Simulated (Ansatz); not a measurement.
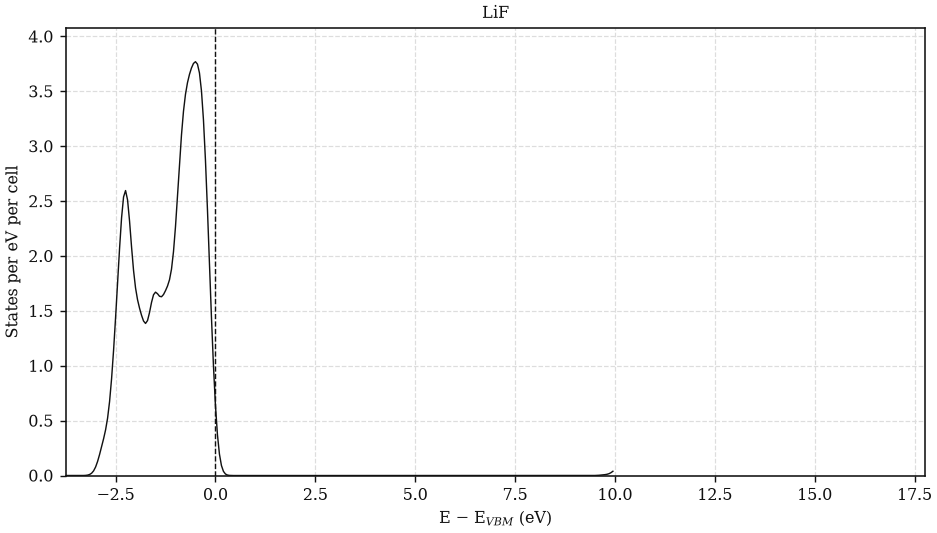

Density of states. Energies are counted from the top of the valence band. The curve is built from the levels of the k mesh with Gaussians 0.3 eV wide, which also blur the band edges.

This input was run:

```
crystal:
  lattice:
    - [0.0, 2.1007967349, 1.9948691814]
    - [1.9948691814, 0.0, 1.9948691814]
    - [1.9948691814, 2.1007967349, 0.0]
  atoms:
    - { symbol: Li, position: [0.0, 0.0, 0.0] }
    - { symbol: F, position: [0.5, 0.5, 0.5] }
kpoints:
  mp_grid: { grid: [10, 10, 10] }
  band_path:
    path:
      - [0.0, 0.0, 0.0]
      - [0.5, 0.0, 0.5]
      - [0.625, 0.25, 0.625]
      - [0.375, 0.375, 0.75]
      - [0.5, 0.5, 0.5]
      - [0.5, 0.25, 0.75]
    npoints: 1
hamiltonian:
  xc: r2scan
scf:
  occupations: { method: fixed }
  n_extra_bands: 4
output:
  forces: true
  stress: true
  eigenvalues: true
```

Launched with:
```bash
ansatz run input.yaml --threads 4 --pin off --max-ram 5529MiB --backend cpu --events-out ev --progress --plain --runs-dir out
```

### Is there a gap at the Fermi level, and how wide?

There is a gap; over the k points computed it is 9.77 eV (direct among those points).

### How wide is the upper valence band?

The upper group of valence states starts about 3.0 eV under the valence-band top, with a gap beneath it; it holds about 6 electrons a cell.

### Where is the tallest peak of the filled states in the window?

Within the window shown, the tallest peak of the filled states lies 0.5 eV under the valence-band top, at about 3.8 states per eV and cell.
